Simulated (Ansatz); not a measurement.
```yaml
crystal:
  lattice:
    - [2.44486, 0.00000, 0.00000]
    - [-1.22243, 2.11731, 0.00000]
    - [0.00000, 0.00000, 46.22162]
  atoms:
    - { symbol: C, position: [0.00000, 0.00000, 0.39229] }
    - { symbol: C, position: [0.66667, 0.33333, 0.39227] }
    - { symbol: C, position: [0.00000, 0.00000, 0.46401] }
    - { symbol: C, position: [0.33333, 0.66667, 0.46402] }
    - { symbol: C, position: [0.00000, 0.00000, 0.53599] }
    - { symbol: C, position: [0.66667, 0.33333, 0.53598] }
    - { symbol: C, position: [0.00000, 0.00000, 0.60771] }
    - { symbol: C, position: [0.33333, 0.66667, 0.60773] }
```

Level of theory: DFT LDA, scalar-relativistic, plane waves, PAW (Ansatz 0.2.0).

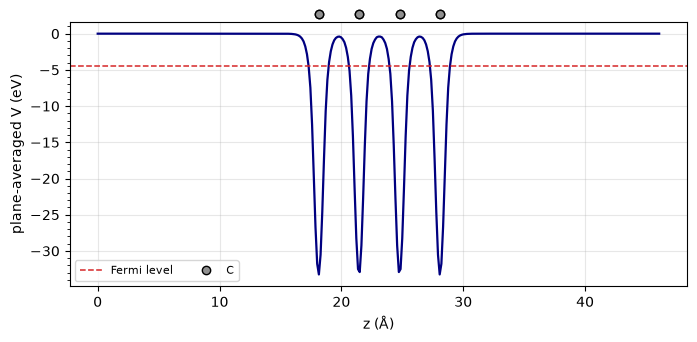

C (slab). Plane average of the electrostatic potential energy of an electron across the slab. Circles mark the heights of the atoms.

How far above the Fermi level of the calculation is the vacuum level?

4.5 eV.

How thick is the slab, and how wide the vacuum?

The outermost nuclei are 10.0 Å apart, in 4 atomic planes; the vacuum between periodic images is 36.3 Å wide.
